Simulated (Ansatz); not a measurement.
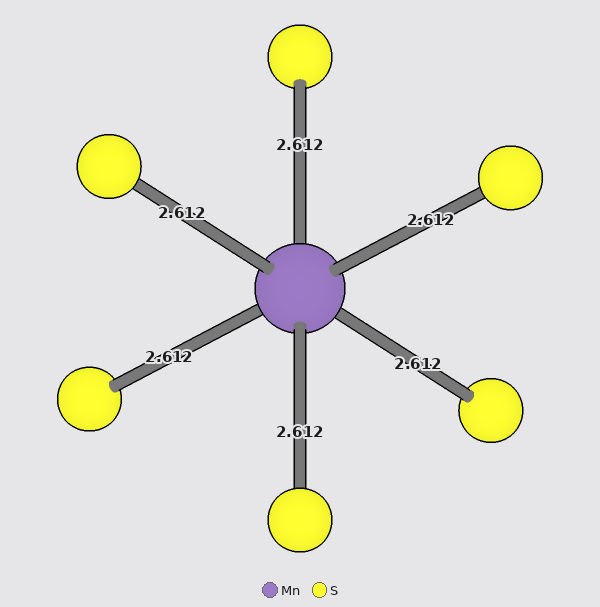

The surroundings of site Mn1 (at 0.000, 0.000, 0.000) in MnS in space group Fm-3m, with bond lengths in Å.

Source of the atomic positions: the input geometry of an electronic-structure calculation (not necessarily at equilibrium).

```xyz
8
Lattice="5.2245 0.0000 0.0000 0.0000 5.2245 0.0000 0.0000 0.0000 5.2245" Properties=species:S:1:pos:R:3 pbc="T T T"
Mn    0.0000    0.0000    0.0000
S     2.6122    0.0000    0.0000
Mn    0.0000    2.6122    2.6122
S     2.6122    2.6122    2.6122
Mn    2.6122    0.0000    2.6122
S     0.0000    0.0000    2.6122
Mn    2.6122    2.6122    0.0000
S     0.0000    2.6122    0.0000
```

Bond valence s = exp((R0 − d)/b), R0 fitted to published crystal structures with b = 0.37 Å; R0 in Å: Mn2+–S 2.192.

Calculate the bond-valence sum of Mn1 from the bonds drawn.

Answer. 6 × 0.321 = 1.93 v.u., against a formal valence of 2: a close match.

And over the whole structure?

Answer.
```tsv
site	x, y, z	formal valence	bond-valence sum	difference
Mn1	0.000, 0.000, 0.000	+2	1.94	-0.06
S1	0.500, 0.000, 0.000	−2	1.94	-0.06
```

These sums include all anions within 5 Å. The global instability index (root mean square of the differences over all atoms) is 0.06 v.u.: little strain. The cell was not relaxed for this table, and a volume that is off by a few per cent shifts all sums together.
